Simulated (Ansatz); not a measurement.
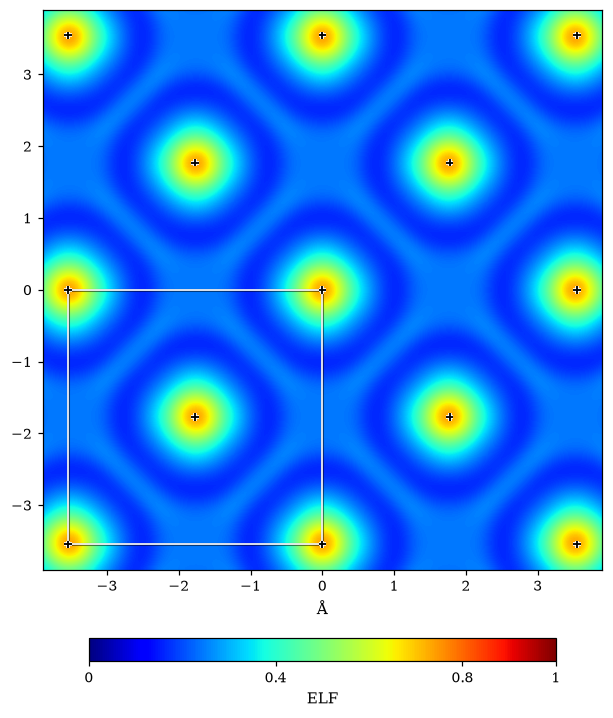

The ELF on a plane through atoms (crosses mark nuclei in the plane).

Level of theory: DFT, PBE, PAW, plane waves, scalar-relativistic (Ansatz 0.2.0).

Candidates:
A. Ni, a = 3.54 Å, b = 3.54 Å, c = 3.54 Å, α = 90.00°, β = 90.00°, γ = 90.00°. Space group Fm-3m; computed pressure about −4 GPa in this cell; spin-polarised.
B. Rh, a = 3.83 Å, b = 3.83 Å, c = 3.83 Å, α = 90.00°, β = 90.00°, γ = 90.00°. Space group Fm-3m; computed without spin polarisation.
C. SiC, a = 4.35 Å, b = 4.35 Å, c = 4.35 Å, α = 90.00°, β = 90.00°, γ = 90.00°. Space group F-43m; computed pressure about 5 GPa in this cell.

Which candidate gave the map?

Answer. Candidate A: Ni on the (010) plane of the conventional cell, which holds Ni. Ni–Ni (2.51 Å): the ELF is about 0.25 at the midpoint: no localised pair shows between them.
